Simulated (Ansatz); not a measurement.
## Geometry relaxation of C (part 5 of 5)

C (slab, 7 atoms in the cell); DFT PBE+D3(BJ), scalar-relativistic, plane waves, PAW, spin-polarised (Ansatz 0.2.0); cutoff 420 eV, 12×12×1 k-mesh, Gaussian smearing of 0.05 eV, collinear spins. The structure derives from an entry of the Crystallography Open Database. The input holds or restrains some coordinates. Forces given for the steps count only the free coordinates. It belongs to a series of runs on one base structure; here: C put at a bridge C-C site.

Geometry of the input (Å; fractional positions):
```
2.4650  0.0000  0.0000
-1.2325  2.1348  0.0000
0.0000  0.0000  25.6987
C  0.6667  0.3333  0.3308
C  0.3333  0.6667  0.3308
C  0.3333  0.6667  0.4611
C  0.0000  0.0000  0.4611
C  0.0000  0.0000  0.5914
C  0.6667  0.3333  0.5914
C  0.8333  0.6667  0.6443
```

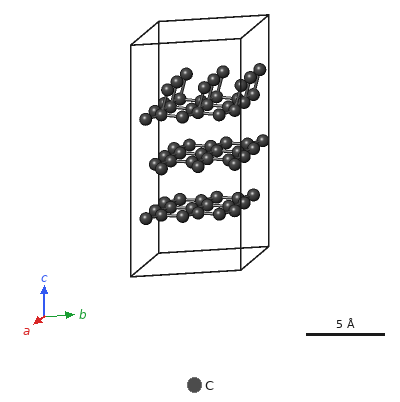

Figure 1. The geometry at step 15 of the log (ball-and-stick view of the 3 × 3 repeat of the cell, with the vacuum cut short, seen slightly off an axis).

Trajectory as extended XYZ, continued
```
7
Lattice="2.4650 0.0000 0.0000 -1.2325 2.1348 0.0000 0.0000 0.0000 25.6987" Properties=species:S:1:pos:R:3:forces:R:3 step=7 energy=-1751.70326
C     1.2325    0.7116    8.5000    0.0000   0.0556   0.0219
C     0.0000    1.4232    8.5016    0.0000  -0.0464  -0.0176
C     0.0000    1.6593   11.8870    0.0000  -0.0042   0.0011
C     0.0000    0.2359   11.8881    0.0000  -0.0007  -0.0020
C     0.0000   -0.2953   15.1662    0.0000   0.0606  -0.0220
C     1.2325    0.4303   15.1667    0.0000  -0.0569   0.0035
C     1.2325    1.1285   16.8437    0.0000  -0.0080   0.0151
7
Lattice="2.4650 0.0000 0.0000 -1.2325 2.1348 0.0000 0.0000 0.0000 25.6987" Properties=species:S:1:pos:R:3:forces:R:3 step=8 energy=-1751.70356
C     1.2325    0.7116    8.5000    0.0000   0.0545   0.0236
C     0.0000    1.4232    8.5016    0.0000  -0.0459  -0.0163
C     0.0000    1.6528   11.8966    0.0000  -0.0056  -0.0038
C     0.0000    0.2294   11.8975    0.0000   0.0000  -0.0038
C     0.0000   -0.3602   15.1634    0.0000   0.0325  -0.0193
C     1.2325    0.3649   15.1650    0.0000  -0.0246   0.0111
C     1.2325    1.0609   16.8422    0.0000  -0.0109   0.0084
7
Lattice="2.4650 0.0000 0.0000 -1.2325 2.1348 0.0000 0.0000 0.0000 25.6987" Properties=species:S:1:pos:R:3:forces:R:3 step=9 energy=-1751.70430
C     1.2325    0.7116    8.5000    0.0000   0.0422   0.0195
C     0.0000    1.4232    8.5016    0.0000  -0.0353  -0.0189
C     0.0000    1.5997   11.8700    0.0000  -0.0031   0.0039
C     0.0000    0.1764   11.8709    0.0000  -0.0042   0.0060
C     0.0000   -0.5454   15.1639    0.0000  -0.0521  -0.0282
C     1.2325    0.1782   15.1693    0.0000   0.0746   0.0217
C     1.2325    0.8659   16.8456    0.0000  -0.0222  -0.0040
7
Lattice="2.4650 0.0000 0.0000 -1.2325 2.1348 0.0000 0.0000 0.0000 25.6987" Properties=species:S:1:pos:R:3:forces:R:3 step=10 energy=-1751.70546
C     1.2325    0.7116    8.5000    0.0000   0.0163   0.0195
C     0.0000    1.4232    8.5016    0.0000  -0.0140  -0.0185
C     0.0000    1.4879   11.8651    0.0000  -0.0045  -0.0014
C     0.0000    0.0647   11.8660    0.0000  -0.0001   0.0007
C     0.0000   -0.7229   15.1282    0.0000  -0.0656  -0.0327
C     1.2325    0.0003   15.1385    0.0000   0.1085   0.0532
C     1.2325    0.6736   16.8142    0.0000  -0.0406  -0.0208
7
Lattice="2.4650 0.0000 0.0000 -1.2325 2.1348 0.0000 0.0000 0.0000 25.6987" Properties=species:S:1:pos:R:3:forces:R:3 step=11 energy=-1751.70736
C     1.2325    0.7116    8.5000    0.0000  -0.0170   0.0168
C     0.0000    1.4232    8.5016    0.0000   0.0149  -0.0206
C     0.0000    1.3632   11.8506    0.0000  -0.0033  -0.0026
C     0.0000   -0.0597   11.8514    0.0000   0.0015   0.0026
C     0.0000   -0.8884   15.1003    0.0000   0.0100  -0.0938
C     1.2325   -0.1644   15.1181    0.0000   0.0631   0.0818
C     1.2325    0.4808   16.7867    0.0000  -0.0693   0.0158
7
Lattice="2.4650 0.0000 0.0000 -1.2325 2.1348 0.0000 0.0000 0.0000 25.6987" Properties=species:S:1:pos:R:3:forces:R:3 step=12 energy=-1751.71081
C     1.2325    0.7116    8.5000    0.0000  -0.0470   0.0151
C     0.0000    1.4232    8.5016    0.0000   0.0422  -0.0228
C     0.0000    1.2563   11.8429    0.0000  -0.0027   0.0015
C     0.0000   -0.1664   11.8439    0.0000   0.0018   0.0001
C     0.0000   -1.0472   15.0837    0.0000   0.0382  -0.1279
C     1.2325   -0.3232   15.1109    0.0000   0.0740   0.1540
C     1.2325    0.2870   16.7790    0.0000  -0.1064  -0.0199
7
Lattice="2.4650 0.0000 0.0000 -1.2325 2.1348 0.0000 0.0000 0.0000 25.6987" Properties=species:S:1:pos:R:3:forces:R:3 step=13 energy=-1751.71753
C     1.2325    0.7116    8.5000    0.0000  -0.0712   0.0144
C     0.0000    1.4232    8.5016    0.0000   0.0651  -0.0246
C     0.0000    1.1663   11.8411    0.0000  -0.0025   0.0008
C     0.0000   -0.2563   11.8419    0.0000   0.0012   0.0030
C     0.0000   -1.1949   15.0784    0.0000   0.0441  -0.2235
C     1.2325   -0.4716   15.1171    0.0000   0.1131   0.1886
C     1.2325    0.0949   16.7756    0.0000  -0.1498   0.0413
7
Lattice="2.4650 0.0000 0.0000 -1.2325 2.1348 0.0000 0.0000 0.0000 25.6987" Properties=species:S:1:pos:R:3:forces:R:3 step=14 energy=-1751.73144
C     1.2325    0.7116    8.5000    0.0000  -0.0929   0.0146
C     0.0000    1.4232    8.5016    0.0000   0.0865  -0.0262
C     0.0000    1.0795   11.8423    0.0000  -0.0016   0.0044
C     0.0000   -0.3428   11.8432    0.0000   0.0014  -0.0003
C     0.0000   -1.3355   15.0729    0.0000   0.1463  -0.3244
C     1.2325   -0.6123   15.1265    0.0000   0.1203   0.2481
C     1.2325   -0.1014   16.7879    0.0000  -0.2600   0.0838
7
Lattice="2.4650 0.0000 0.0000 -1.2325 2.1348 0.0000 0.0000 0.0000 25.6987" Properties=species:S:1:pos:R:3:forces:R:3 step=15 energy=-1751.76971
C     1.2325    0.7116    8.5000    0.0000  -0.0980   0.0154
C     0.0000    1.4232    8.5016    0.0000   0.0919  -0.0263
C     0.0000    1.0267   11.8468    0.0000  -0.0021   0.0032
C     0.0000   -0.3955   11.8476    0.0000   0.0045   0.0002
C     0.0000   -1.4397   15.0682    0.0000   0.2719  -0.4633
C     1.2325   -0.7179   15.1399    0.0000   0.1461   0.4340
C     1.2325   -0.2912   16.8138    0.0000  -0.4144   0.0367
7
Lattice="2.4650 0.0000 0.0000 -1.2325 2.1348 0.0000 0.0000 0.0000 25.6987" Properties=species:S:1:pos:R:3:forces:R:3 step=16 energy=-1751.84088
C     1.2325    0.7116    8.5000    0.0000  -0.0961   0.0164
C     0.0000    1.4232    8.5016    0.0000   0.0904  -0.0257
C     0.0000    1.0019   11.8522    0.0000   0.0027  -0.0014
C     0.0000   -0.4201   11.8529    0.0000  -0.0010   0.0030
C     0.0000   -1.5000   15.0599    0.0000   0.2313  -0.5840
C     1.2325   -0.7820   15.1564    0.0000   0.2042   0.6425
C     1.2325   -0.4859   16.8301    0.0000  -0.4314  -0.0508
7
Lattice="2.4650 0.0000 0.0000 -1.2325 2.1348 0.0000 0.0000 0.0000 25.6987" Properties=species:S:1:pos:R:3:forces:R:3 step=17 energy=-1751.91475
C     1.2325    0.7116    8.5000    0.0000  -0.0860   0.0167
C     0.0000    1.4232    8.5016    0.0000   0.0807  -0.0254
C     0.0000    0.9795   11.8545    0.0000   0.0023  -0.0008
C     0.0000   -0.4426   11.8554    0.0000  -0.0007   0.0024
C     0.0000   -1.5463   15.0534    0.0000   0.1284  -0.6209
C     1.2325   -0.8321   15.1819    0.0000   0.1902   0.6262
C     1.2325   -0.6761   16.8312    0.0000  -0.3149   0.0018
7
Lattice="2.4650 0.0000 0.0000 -1.2325 2.1348 0.0000 0.0000 0.0000 25.6987" Properties=species:S:1:pos:R:3:forces:R:3 step=18 energy=-1751.94952
C     1.2325    0.7116    8.5000    0.0000  -0.0635   0.0168
C     0.0000    1.4232    8.5016    0.0000   0.0584  -0.0241
C     0.0000    0.9727   11.8581    0.0000   0.0129   0.0024
C     0.0000   -0.4495   11.8594    0.0000  -0.0094   0.0072
C     0.0000   -1.5090   14.9890    0.0000  -0.0230   0.5025
C     1.2325   -0.7979   15.2305    0.0000  -0.1935  -0.1039
C     1.2325   -0.8688   16.8599    0.0000   0.2181  -0.4010
7
Lattice="2.4650 0.0000 0.0000 -1.2325 2.1348 0.0000 0.0000 0.0000 25.6987" Properties=species:S:1:pos:R:3:forces:R:3 step=19 energy=-1751.96784
C     1.2325    0.7116    8.5000    0.0000  -0.0729   0.0193
C     0.0000    1.4232    8.5016    0.0000   0.0678  -0.0217
C     0.0000    0.9993   11.8706    0.0000  -0.0100   0.0039
C     0.0000   -0.4232   11.8719    0.0000   0.0138   0.0019
C     0.0000   -1.5328   15.0253    0.0000  -0.0155  -0.0427
C     1.2325   -0.8212   15.2377    0.0000  -0.0010  -0.0437
C     1.2325   -0.8244   16.8428    0.0000   0.0178   0.0831
7
Lattice="2.4650 0.0000 0.0000 -1.2325 2.1348 0.0000 0.0000 0.0000 25.6987" Properties=species:S:1:pos:R:3:forces:R:3 step=20 energy=-1751.96826
C     1.2325    0.7116    8.5000    0.0000  -0.0701   0.0204
C     0.0000    1.4232    8.5016    0.0000   0.0650  -0.0202
C     0.0000    1.0176   11.8776    0.0000   0.0021  -0.0023
C     0.0000   -0.4047   11.8787    0.0000   0.0016   0.0019
C     0.0000   -1.5302   15.0221    0.0000   0.0053  -0.0007
C     1.2325   -0.8182   15.2346    0.0000  -0.0056   0.0048
C     1.2325   -0.8155   16.8464    0.0000   0.0017  -0.0039
7
Lattice="2.4650 0.0000 0.0000 -1.2325 2.1348 0.0000 0.0000 0.0000 25.6987" Properties=species:S:1:pos:R:3:forces:R:3 step=21 energy=-1751.96876
C     1.2325    0.7116    8.5000    0.0000  -0.0529   0.0254
C     0.0000    1.4232    8.5016    0.0000   0.0483  -0.0129
C     0.0000    1.1519   11.9105    0.0000   0.0077  -0.0109
C     0.0000   -0.2705   11.9119    0.0000  -0.0052  -0.0069
C     0.0000   -1.3387   15.0411    0.0000  -0.0001   0.0001
C     1.2325   -0.6268   15.2541    0.0000  -0.0073  -0.0033
C     1.2325   -0.6267   16.8648    0.0000   0.0096   0.0085
7
Lattice="2.4650 0.0000 0.0000 -1.2325 2.1348 0.0000 0.0000 0.0000 25.6987" Properties=species:S:1:pos:R:3:forces:R:3 step=22 energy=-1751.96829 accepted=F
C     1.2325    0.7116    8.5000    0.0000  -0.0233   0.0138
C     0.0000    1.4232    8.5016    0.0000   0.0197  -0.0196
C     0.0000    1.2993   11.8455    0.0000   0.0132   0.0196
C     0.0000   -0.1233   11.8471    0.0000  -0.0120   0.0151
C     0.0000   -1.1536   15.0761    0.0000   0.0144   0.0320
C     1.2325   -0.4415   15.2888    0.0000  -0.0049   0.0009
C     1.2325   -0.4343   16.9048    0.0000  -0.0072  -0.0618
7
Lattice="2.4650 0.0000 0.0000 -1.2325 2.1348 0.0000 0.0000 0.0000 25.6987" Properties=species:S:1:pos:R:3:forces:R:3 step=23 energy=-1751.96942
C     1.2325    0.7116    8.5000    0.0000  -0.0387   0.0207
C     0.0000    1.4232    8.5016    0.0000   0.0344  -0.0154
C     0.0000    1.2263   11.8818    0.0000   0.0011  -0.0004
C     0.0000   -0.1963   11.8833    0.0000   0.0009  -0.0002
C     0.0000   -1.2472   15.0377    0.0000   0.0014  -0.0003
C     1.2325   -0.5353   15.2500    0.0000   0.0001  -0.0008
C     1.2325   -0.5315   16.8618    0.0000   0.0009  -0.0036
```

Results in brief

```csv
quantity,value
outcome,converged under the restraints of the input
electrons treated,28
free energy,−1751.9694 eV
"work function, top face",5.84 eV
"work function, bottom face",4.24 eV
Fermi energy,0.603 eV
gap on the k-point mesh,none (metallic)
net moment of the cell,0.00 μB
integrated absolute moment,0.00 μB
final volume,135.24 Å³
work function (upper face),5.84 eV
"largest force (length of the vector) at the end, held atoms and coordinates included",0.044 eV/Å
hardware,"1 thread of Arm Neoverse N1, 24 GiB of memory available, shared host"
wall time,41 min
peak memory,0.55 GiB
```

The electronic state found may not be the lowest one. Notes on the run: a screening estimate came out negative during mixing; some starting moments were not kept; the exchange-correlation potential is rough where the density is thin.
